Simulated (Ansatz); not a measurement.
MgSe

Input file:

```
crystal:
  lattice:
    - [5.87191175, 0.0, 0.0]
    - [0.0, 5.87191175, 0.0]
    - [0.0, 0.0, 5.87191175]
  atoms:
    - { symbol: Se, position: [0.5, 0.0, 0.0] }
    - { symbol: Se, position: [0.0, 0.5, 0.0] }
    - { symbol: Se, position: [0.0, 0.0, 0.5] }
    - { symbol: Se, position: [0.5, 0.5, 0.5] }
    - { symbol: Mg, position: [0.0, 0.0, 0.0] }
    - { symbol: Mg, position: [0.0, 0.5, 0.5] }
    - { symbol: Mg, position: [0.5, 0.0, 0.5] }
    - { symbol: Mg, position: [0.5, 0.5, 0.0] }
hamiltonian:
  xc: revpbe
  pseudopotentials: { kind: paw }
kpoints:
  mp_grid: { grid: [5, 5, 5] }
scf:
  occupations: { method: fermi_dirac, width: 0.02 }
output:
  forces: true
  stress: true
  eigenvalues: true
  write_density: true
  write_potential: true
  elf: true
  volumetric_format: npy
```

Command:

```sh
ansatz run input.yaml --threads 4 --pin off --max-ram 11264MiB --backend cpu --events-out ev --progress --plain --runs-dir out
```

Below, planes, directions and counts refer to the conventional cell (a = 5.87 Å, b = 5.87 Å, c = 5.87 Å, α = 90.00°, β = 90.00°, γ = 90.00°).

Space group Fm-3m; computed pressure about −7 GPa in this cell.

The calculation used Kohn-Sham DFT of a periodic cell, revPBE, Ansatz PAW (Ansatz 0.2.0).

Predict the valence pseudo-density and electron localisation function between the atoms.

Answer. Mg–Se (2.94 Å): ρ at the midpoint is about 0.19 e/Å³; the ELF is about 0.75 at the midpoint; a largely ionic contact.

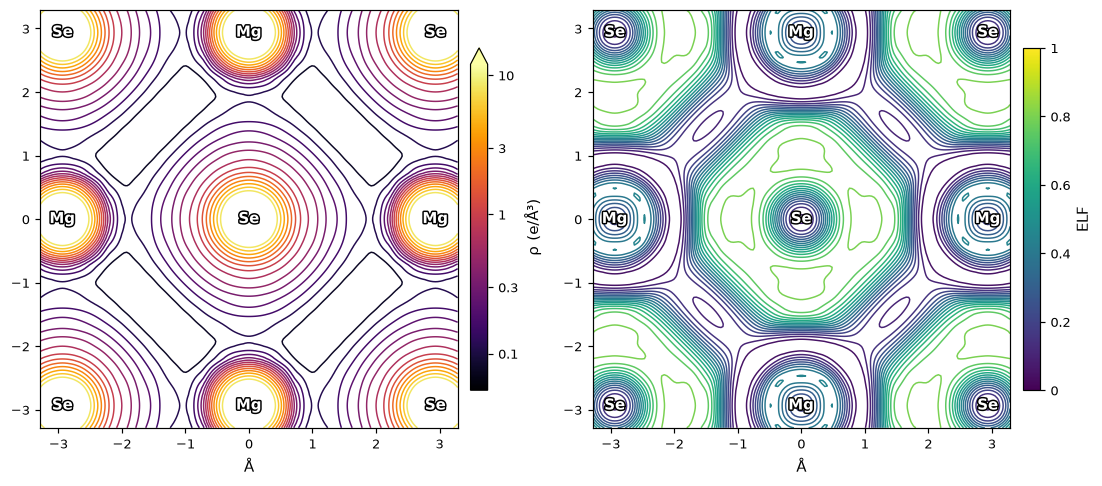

Computed valence pseudo-density and electron localisation function on the (001) plane of the conventional cell, in this order. 
